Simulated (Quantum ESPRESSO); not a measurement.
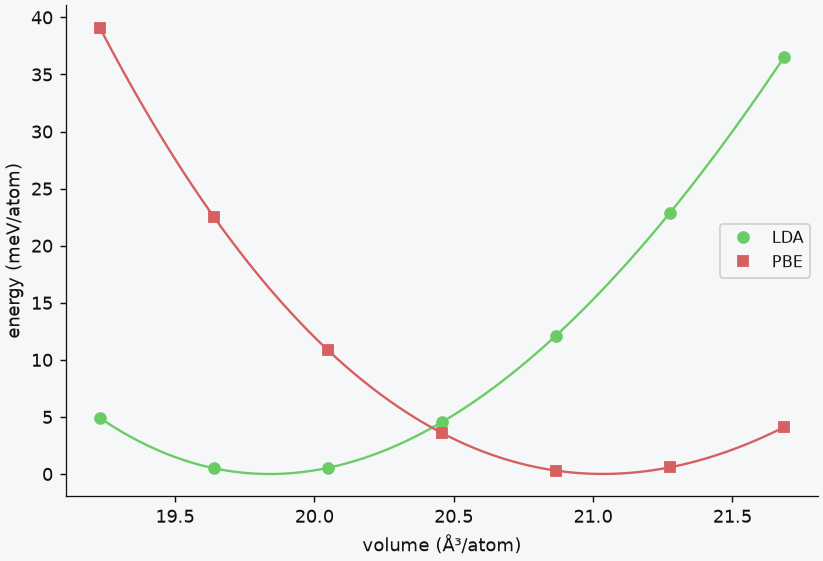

The picture above shows the energy against volume, with one curve for each functional, for P (space group Cmce).

Method: plane-wave DFT, no spin polarisation; energies at scaled volumes of the given cell, shape and fractions fixed, counted from the fit's minimum, third-order Birch-Murnaghan fit (Quantum ESPRESSO 7.5). All runs: no spin polarisation.

```json
{"setting": "k mesh", "value": "8×8×6"}
{"setting": "occupations", "value": "Fermi–Dirac"}
{"setting": "smearing width", "value": "0.05 eV"}
```

Settings that differ: LDA: density cutoff 2610 eV, wave cutoff 653 eV, potentials PseudoDojo-0.4.1-SR-LDA-standard; PBE: density cutoff 2390 eV, wave cutoff 599 eV, potentials Ansatz-NC-SR-PBE.

Order the curves by fitted equilibrium volume, smallest first.

Answer. LDA 19.839, PBE 21.035 Å³/atom.

Order the curves by fitted bulk modulus, smallest first.

Answer. PBE 69.0, LDA 79.8 GPa.

Caveats: shape and atomic fractions are frozen while scaling, which makes layered, chain and framework solids too stiff.

The computed values:

LDA:
```
volume (Å³/atom)  energy (meV/atom)
           19.23               4.92
           19.64               0.51
           20.05               0.54
           20.46               4.55
           20.87              12.12
           21.28              22.88
           21.69              36.51
```

PBE:
```
volume (Å³/atom)  energy (meV/atom)
           19.23              39.11
           19.64              22.53
           20.05              10.86
           20.46               3.59
           20.87               0.29
           21.28               0.58
           21.69               4.10
```
